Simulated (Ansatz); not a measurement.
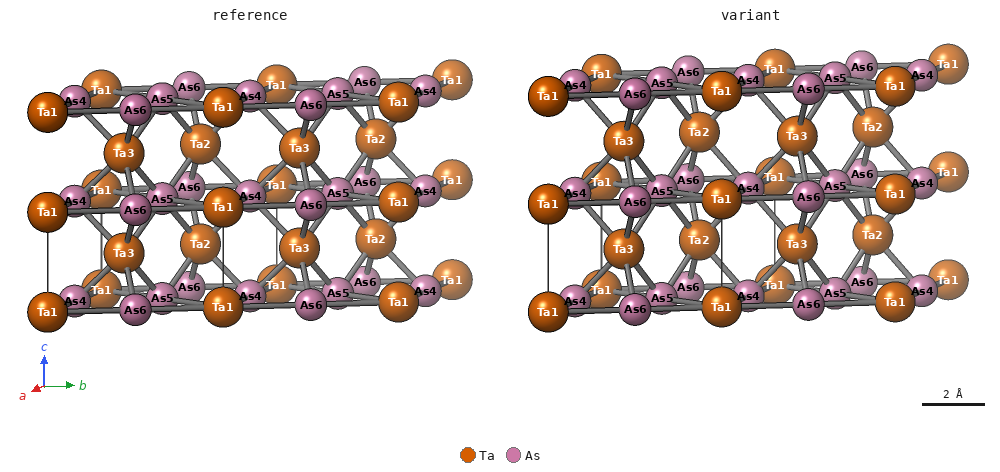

Left: a symmetric starting cell of TaAs (made from another compound by putting As in place of N). Right: the same structure after one change, at the same scale. Style: ball-and-stick. Shown: the cell of the calculation, repeated 1 × 2 × 2 with one cell outlined, slightly off an axis.

These are results of Ansatz, DFT PBEsol, scalar-relativistic, plane waves, PAW, not measurements. Set-up: plane-wave cutoff 420 eV; k-point mesh 9 × 9 × 10; occupations gaussian; smearing width 0.1 eV; no spin polarisation.

Q: What was changed?

A: The cell is strained by +7.9 % along c and −1.1 % across it (volume +5.5 %), the atoms keeping their fractional coordinates. No relaxation follows. The starting cell wasn't computed here and needn't be at equilibrium, so pressure and forces aren't due to the change alone.

Q: And its effect?

A: The pressure is 26.6 GPa (not all of it need come from the change, since the unchanged cell can be under pressure at this level too). The principal stresses (compression positive) are 36.0 GPa along c and 21.9 GPa across it. All forces vanish by symmetry. Near-neighbour distances before and after: As–Ta 2.336 → 2.414 Å, As–Ta 2.902 → 2.870 Å. The space group stays P6/mmm (No. 191).
